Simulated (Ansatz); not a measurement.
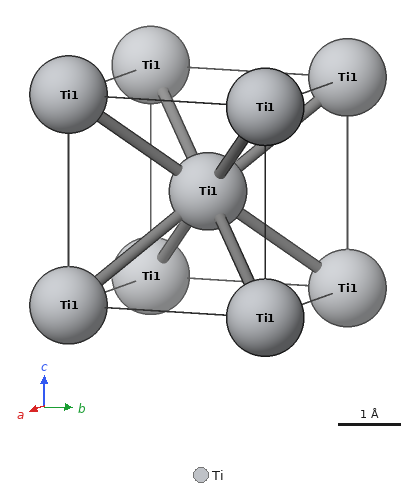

Fig. 1: The structure as given in the input (ball-and-stick view of the cell 2 times as large as that of the calculation, set on its symmetry axes, seen slightly off an axis; atoms are numbered from 1 in the order of the input). Near neighbours in the crystal (not all of them lie inside the picture): Ti has 8 Ti at 2.98 Å.

## Two runs on Ti

System: Ti (1 atom in the cell).
Method of the first run: DFT PBE, scalar-relativistic, plane waves, PAW, spin-polarised (Ansatz 0.2.0).

The structure derives from an entry of the Crystallography Open Database. Text and figures count atoms from 1; the logs count them from 0 in places.

## The input, the first run
```yaml
crystal:
  lattice:
    - [-1.7200903594, 1.7200903594, 1.7200903594]
    - [1.7200903594, -1.7200903594, 1.7200903594]
    - [1.7200903594, 1.7200903594, -1.7200903594]
  atoms:
    - { symbol: Ti, position: [0.0, 0.0, 0.0], spin: 0.4 }
basis:
  ecutwfc: 520.0
kpoints:
  mp_grid: { grid: [22, 22, 22] }
hamiltonian:
  xc: pbe
scf:
  occupations: { method: gaussian, width: 0.15 }
  lower_state_search: "off"
output:
  forces: true
  stress: true
  eigenvalues: true
  populations: true
magnetization:
  spin_polarized: true
  initial_magnetization: 0.4
  spin_locking: { lock_magnetization: hard }
```

Launched with:
```bash
ansatz run input.yaml --threads 1 --pin off --max-ram 2048MiB --backend cpu --events-out ev --progress --plain --runs-dir out
```

Hardware: 1 thread of AMD EPYC (Zen 4), 10 GiB of memory available, shared host.

## Output, shortened to warnings, some set-up lines, iterations and results (the first run)
```
Warning: output.stress: scf.convergence.dr2_threshold = 1e-7 eV (the SCF's general default) is looser than the 1e-10 eV advised for a printed stress (1e-10 eV for each atom of the cell: 1). What an SCF threshold leaves in a stress goes as its square root, and in the free energy as the threshold itself, and one threshold admits the most on a small cell: of the crystals measured, under no hybrid …
Basis set: ecut = 520 eV, 555 PW (Γ), exchange–correlation on 48×48×48 points (8 copies of the dense FFT grid, shifted against one another)
Symmetry: 48 space group operations
k-points: 328 of 10648
Initial density: superposition of atomic densities (chi_scale 0.1, normalization cell)
[...]
SCF iter   1: F=—  HF=-2499.605605 eV  |F-HF|=—  |Δ(HF+E_count)|=         —  Δρ=3.60e-2 (↑3.60e-2 ↓1.78e-2)  dr2=6.83e-1  dr2_m=2.09e-2  M=0.400 μB ∫|m|=0.400 μB  β_m=0.30  …
SCF iter   2: F=—  HF=-2499.425548 eV  |F-HF|=—  |Δ(HF+E_count)|=   1.80e-1  Δρ=9.46e-3 (↑9.46e-3 ↓7.08e-3)  dr2=2.27e-2  dr2_m=8.33e-3  M=0.400 μB ∫|m|=0.400 μB  β_m=0.33  …
SCF iter   3: F=—  HF=-2499.425064 eV  |F-HF|=—  |Δ(HF+E_count)|=   4.84e-4  Δρ=5.91e-3 (↑4.22e-3 ↓5.91e-3)  dr2=3.05e-3  dr2_m=3.59e-3  M=0.400 μB ∫|m|=0.400 μB  β_m=0.64  …
SCF iter   4: F=—  HF=-2499.427923 eV  |F-HF|=—  |Δ(HF+E_count)|=   2.86e-3  Δρ=6.14e-4 (↑6.14e-4 ↓4.57e-4)  dr2=7.53e-6  dr2_m=4.94e-5  M=0.400 μB ∫|m|=0.400 μB  β_m=0.82  …
SCF iter   5: F=—  HF=-2499.428000 eV  |F-HF|=—  |Δ(HF+E_count)|=   7.71e-5  Δρ=1.34e-4 (↑1.13e-4 ↓1.34e-4)  dr2=4.24e-6  dr2_m=1.93e-6  M=0.400 μB ∫|m|=0.400 μB  β_m=0.91  …
SCF iter   6: F=—  HF=-2499.428006 eV  |F-HF|=—  |Δ(HF+E_count)|=   5.41e-6  Δρ=4.21e-5 (↑2.76e-5 ↓4.21e-5)  dr2=1.83e-7  dr2_m=1.91e-7  M=0.400 μB ∫|m|=0.400 μB  β_m=0.95  …
SCF iter   7: F=-2499.428007 eV  HF=-2499.428007 eV  |F-HF|=1.12e-9  |Δ(HF+E_count)|=   6.84e-7  Δρ=1.13e-5 (↑1.13e-5 ↓5.80e-6)  dr2=1.94e-8  dr2_m=1.04e-8  M=0.400 μB …
SCF iter   8: F=-2499.428007 eV  HF=-2499.428007 eV  |F-HF|=4.18e-10  |Δ(HF+E_count)|=   2.72e-8  Δρ=1.51e-6 (↑1.51e-6 ↓1.07e-6)  dr2=6.53e-11  dr2_m=3.08e-10  M=0.400 μB …
SCF iter   9: F=-2499.428007 eV  HF=-2499.428007 eV  |F-HF|=4.55e-12  |Δ(HF+E_count)|=  7.97e-10  Δρ=1.61e-7 (↑1.01e-7 ↓1.61e-7)  dr2=1.02e-12  dr2_m=3.11e-12  M=0.400 μB …
SCF 1 converged in 9 iterations: F = -2499.428007 eV  dr2 = 1.02e-12
SCF converged after 9 iterations
Stability checked in part: among states of this total moment the steps that led to this state did not find it unstable. No probe was made; neither looks for a lower state of another moment (fixed_total_moment; see scf.lower_state_search)
Magnetization: 0.4000 μB (6.2000 up, 5.8000 down)
Absolute magnetization: 0.4000 μB (∫|ρ↑−ρ↓|, with the PAW one-centre terms)
Spin contamination: 0.0014 ħ² per cell (⟨S²⟩ above its minimum at these occupations)
Per-site moments (μB) at R_I (Å): [(0.3025177574307365, 1.228954607137212)]
Free energy (F): -2499.428007 eV
Harris-Foulkes:  -2499.428007 eV  (|F-HF|=4.55e-12)
Internal energy: -2499.394702 eV  (E = F + TS)
E sigma→0 (E₀):  -2499.411354 eV
Entropy (-TS):   -0.033305 eV (-33.305 meV/atom)
Fermi energy:    10.832031 (↑ 10.823847, ↓ 10.840214) eV
--- Per-component energies (eV) ---
  E_band       = -186.657343
  E_kinetic    = 268.885370
  E_local      = -899.462650  (includes V_loc(G=0)·N_el)
  E_nonlocal   = 8.291465
  E_hartree    = 363.059507
  E_xc         = -96.114305
  E_vxc        = -120.104592  (∫ρ·V_xc dr)
  E_paw        = -1047.290743  (= ΣΔE_a)
  E_vpaw       = -170.386056  (= ΣTr[D̂ρ^β])
  E_aug_tail   = 0.000067  (compensation charges beyond the density's cutoff)
  E_ewald      = -1096.763413
  E_smearing   = -0.033305  (= −TS)
  E_closure    = -0.000000  (closes the sum)
  Σ components = -2499.428007   (vs F -2499.428007, Δ=0.00e0)
--- Forces (eV/Å), atoms counted from 1 ---
  atom   1  Ti    -0.00000000     0.00000000     0.00000000
  max |Σ_I F_I| component: 4.42e-32 eV/Å
--- Stress (GPa, compression-positive) ---
      -12.805540      -0.000000       0.000000
        0.000000     -12.805540       0.000000
       -0.000000       0.000000     -12.805540
  P = ⅓ Tr σ = -12.8055 GPa (-128.055 kbar)
--- Löwdin populations: 1 site ---
  site symbol       q [e]    m [muB]
     0     Ti     11.8372     0.3732
  spilling = 0.013569 (of n_electrons = 12.000000)
```

The input of the second run differs as follows (lines with − go, lines with + come):
```diff
-    - [-1.7200903594, 1.7200903594, 1.7200903594]
-    - [1.7200903594, -1.7200903594, 1.7200903594]
-    - [1.7200903594, 1.7200903594, -1.7200903594]
+    - [-1.5509532811, 1.5509532811, 1.5509532811]
+    - [1.5509532811, -1.5509532811, 1.5509532811]
+    - [1.5509532811, 1.5509532811, -1.5509532811]
-    - { symbol: Ti, position: [0.0, 0.0, 0.0], spin: 0.4 }
+    - { symbol: Ti, position: [0.0, 0.0, 0.0], spin: 0.7 }
-  initial_magnetization: 0.4
+  initial_magnetization: 0.7
```

Predict how the results change.

The total moment is fixed by the input in the first run and the second run, so the state need not be the lowest. With the same functional and potentials, the second run lies 22.5 meV per atom higher. The net moment of the cell goes from 0.40 to 0.70 μB. The pressure goes from −12.81 to 21.49 GPa. The volume per atom goes from 20.36 to 14.92 Å³. The SCF takes 8 iterations against 9. The plane waves at Γ go from 555 to 381.

## Output, shortened to warnings, some set-up lines, iterations and results (the second run)
```
Warning: output.stress: scf.convergence.dr2_threshold = 1e-7 eV (the SCF's general default) is looser than the 1e-10 eV advised for a printed stress (1e-10 eV for each atom of the cell: 1). What an SCF threshold leaves in a stress goes as its square root, and in the free energy as the threshold itself, and one threshold admits the most on a small cell: of the crystals measured, under no hybrid …
Basis set: ecut = 520 eV, 381 PW (Γ), exchange–correlation on 40×40×40 points (8 copies of the dense FFT grid, shifted against one another)
Symmetry: 48 space group operations
k-points: 328 of 10648
Initial density: superposition of atomic densities (chi_scale 0.1, normalization cell)
[...]
SCF iter   1: F=—  HF=-2499.491569 eV  |F-HF|=—  |Δ(HF+E_count)|=         —  Δρ=4.45e-2 (↑4.45e-2 ↓1.09e-2)  dr2=3.66e-1  dr2_m=6.35e-2  M=0.700 μB ∫|m|=0.700 μB  β_m=0.30  …
SCF iter   2: F=—  HF=-2499.393557 eV  |F-HF|=—  |Δ(HF+E_count)|=   9.80e-2  Δρ=2.08e-2 (↑2.08e-2 ↓1.13e-2)  dr2=3.88e-2  dr2_m=2.97e-2  M=0.700 μB ∫|m|=0.700 μB  β_m=0.39  …
SCF iter   3: F=—  HF=-2499.398634 eV  |F-HF|=—  |Δ(HF+E_count)|=   5.08e-3  Δρ=8.79e-3 (↑7.01e-3 ↓8.79e-3)  dr2=1.46e-3  dr2_m=7.78e-3  M=0.700 μB ∫|m|=0.700 μB  β_m=0.66  …
SCF iter   4: F=—  HF=-2499.405493 eV  |F-HF|=—  |Δ(HF+E_count)|=   6.86e-3  Δρ=7.63e-4 (↑7.63e-4 ↓4.45e-4)  dr2=2.53e-5  dr2_m=3.93e-5  M=0.700 μB ∫|m|=0.700 μB  β_m=0.80  …
SCF iter   5: F=—  HF=-2499.405533 eV  |F-HF|=—  |Δ(HF+E_count)|=   3.98e-5  Δρ=1.37e-4 (↑1.02e-4 ↓1.37e-4)  dr2=3.00e-6  dr2_m=1.29e-6  M=0.700 μB ∫|m|=0.700 μB  β_m=0.90  …
SCF iter   6: F=-2499.405536 eV  HF=-2499.405536 eV  |F-HF|=1.45e-7  |Δ(HF+E_count)|=   2.99e-6  Δρ=3.09e-5 (↑2.43e-5 ↓3.09e-5)  dr2=6.86e-8  dr2_m=8.52e-8  M=0.700 μB …
SCF iter   7: F=-2499.405536 eV  HF=-2499.405536 eV  |F-HF|=5.59e-9  |Δ(HF+E_count)|=   2.66e-7  Δρ=6.71e-6 (↑6.71e-6 ↓5.18e-6)  dr2=3.31e-9  dr2_m=4.05e-9  M=0.700 μB …
SCF iter   8: F=-2499.405536 eV  HF=-2499.405536 eV  |F-HF|=1.35e-10  |Δ(HF+E_count)|=   1.19e-8  Δρ=8.49e-7 (↑8.49e-7 ↓6.70e-7)  dr2=1.28e-11  dr2_m=7.70e-11  M=0.700 μB …
SCF 1 converged in 8 iterations: F = -2499.405536 eV  dr2 = 1.28e-11
SCF converged after 8 iterations
Stability checked in part: among states of this total moment the steps that led to this state did not find it unstable. No probe was made; neither looks for a lower state of another moment (fixed_total_moment; see scf.lower_state_search)
Magnetization: 0.7000 μB (6.3500 up, 5.6500 down)
Absolute magnetization: 0.7000 μB (∫|ρ↑−ρ↓|, with the PAW one-centre terms)
Spin contamination: 0.0006 ħ² per cell (⟨S²⟩ above its minimum at these occupations)
Per-site moments (μB) at R_I (Å): [(0.4964981359756325, 1.1081110767502276)]
Free energy (F): -2499.405536 eV
Harris-Foulkes:  -2499.405536 eV  (|F-HF|=1.35e-10)
Internal energy: -2499.383086 eV  (E = F + TS)
E sigma→0 (E₀):  -2499.394311 eV
Entropy (-TS):   -0.022450 eV (-22.450 meV/atom)
Fermi energy:    15.649493 (↑ 15.742059, ↓ 15.556926) eV
--- Per-component energies (eV) ---
  E_band       = -124.157298
  E_kinetic    = 277.248604
  E_local      = -729.588978  (includes V_loc(G=0)·N_el)
  E_nonlocal   = 9.013693
  E_hartree    = 307.785111
  E_xc         = -98.838072
  E_vxc        = -123.808188  (∫ρ·V_xc dr)
  E_paw        = -1048.634075  (= ΣΔE_a)
  E_vpaw       = -172.592598  (= ΣTr[D̂ρ^β])
  E_aug_tail   = 0.000070  (compensation charges beyond the density's cutoff)
  E_ewald      = -1216.369440
  E_smearing   = -0.022450  (= −TS)
  E_closure    = 0.000000  (closes the sum)
  Σ components = -2499.405536   (vs F -2499.405536, Δ=0.00e0)
--- Forces (eV/Å), atoms counted from 1 ---
  atom   1  Ti    -0.00000000    -0.00000000     0.00000000
  max |Σ_I F_I| component: 6.37e-32 eV/Å
--- Stress (GPa, compression-positive) ---
       21.493323       0.000000      -0.000000
        0.000000      21.493323      -0.000000
        0.000000       0.000000      21.493323
  P = ⅓ Tr σ = 21.4933 GPa (214.933 kbar)
--- Löwdin populations: 1 site ---
  site symbol       q [e]    m [muB]
     0     Ti     11.8979     0.6614
  spilling = 0.008507 (of n_electrons = 12.000000)
```

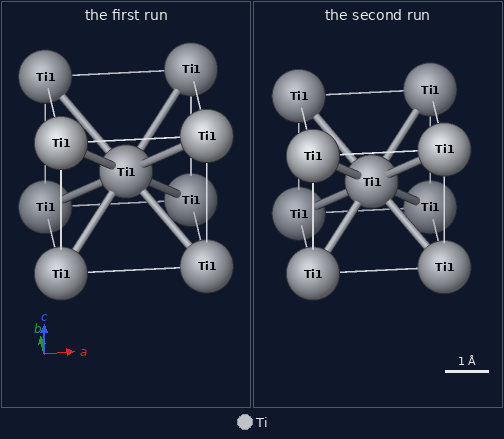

Fig. 2: The two input geometries at one scale (ball-and-stick view of the cell 2 times as large as that of the calculation, set on its symmetry axes, seen at an oblique angle). The atoms keep their places relative to the cell (all moves are under 0.005 Å). Cell: a = b = c 3.440 → 3.102 Å (−9.8 %). Volume −26.7 %. Among the contacts that change: Ti1–Ti1 2.979 → 2.686 Å.

## The two runs side by side

```csv
quantity,the first run,the second run
outcome,converged,converged
free energy per atom (eV),−2499.4280,−2499.4055
"energy per atom, smearing taken to zero (eV)",−2499.4114,−2499.3943
gap on the mesh (eV),0.00,0.00
net moment of the cell (μB),0.40,0.70
absolute moment of the cell (μB),0.40,0.70
pressure (GPa),−12.81,21.49
volume per atom (Å³),20.36,14.92
largest force (eV/Å),0.000,0.000
SCF iterations,9,8
irreducible k-points,328,328
plane waves at Γ,555,381
wall time (shared host),8.1 s,6.8 s
```

For both runs: Warnings: the SCF threshold is looser than advised for the printed stress. For the first run: The cell is under a tension of 12.8 GPa at this level, so it is not at its equilibrium volume. For the second run: The cell is under a pressure of 21 GPa at this level, so it is not at its equilibrium volume.
